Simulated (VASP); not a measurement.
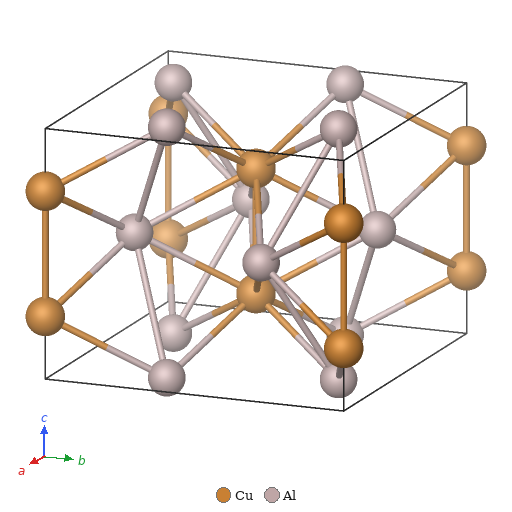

System: Al₂Cu, space group I4/mcm (No. 140). The picture shows the conventional cell.

The given structure:
```
Cu Al
1.0
    -3.03350    3.03350    2.43850
     3.03350   -3.03350    2.43850
     3.03350    3.03350   -2.43850
Cu Al
2 4
Cartesian
  0.0000 0.0000 1.2192
  0.0000 0.0000 3.6578
  0.9592 2.0743 0.0000
  -0.9592 2.0743 2.4385
  2.0743 0.9592 2.4385
  3.9927 0.9592 0.0000
```

Calculation (VASP 6.6.1): plane-wave DFT, no spin polarisation; energies at scaled volumes of the given cell, shape and fractions fixed, counted from the fit's minimum, third-order Birch-Murnaghan fit. Level: PBEsol.

k mesh 7×7×7; occupations Fermi–Dirac; smearing width 0.05 eV; potentials VASP PAW PBE potentials, recommended; wave cutoff 520 eV.

Predict the energy and pressure against volume. The volume takes the values 14.06, 14.36, 14.66, 14.96, 15.26, 15.56, 15.86 Å³/atom.

A third-order Birch–Murnaghan fit gives V0 = 14.50 Å³/atom, B0 = 109 GPa and B′ = 4.5. The energy is 4.68 meV/atom at volume 14.06 Å³/atom and 36.81 meV/atom at 15.86 Å³/atom; the lowest computed point is at volume 14.36 Å³/atom (0.44 meV/atom). The pressure falls from 3.45 GPa at volume 14.06 Å³/atom to −8.00 GPa at 15.86 Å³/atom, and changes sign near 14.49 Å³/atom.

```csv
volume (Å³/atom),energy (meV/atom),pressure (GPa)
14.06,4.68,3.45
14.36,0.44,0.95
14.66,0.62,-1.23
14.96,4.74,-3.20
15.26,12.40,-4.99
15.56,23.20,-6.59
15.86,36.81,-8.00
```

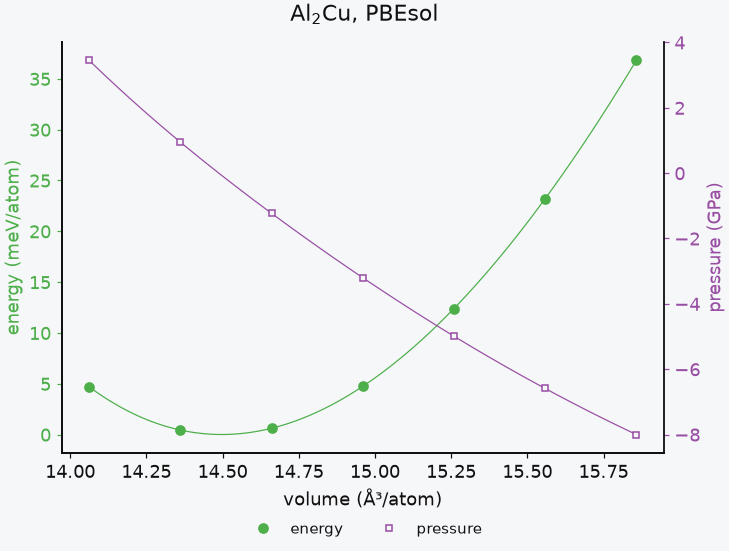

Keep in mind: shape and atomic fractions are frozen while scaling, which makes layered, chain and framework solids too stiff.
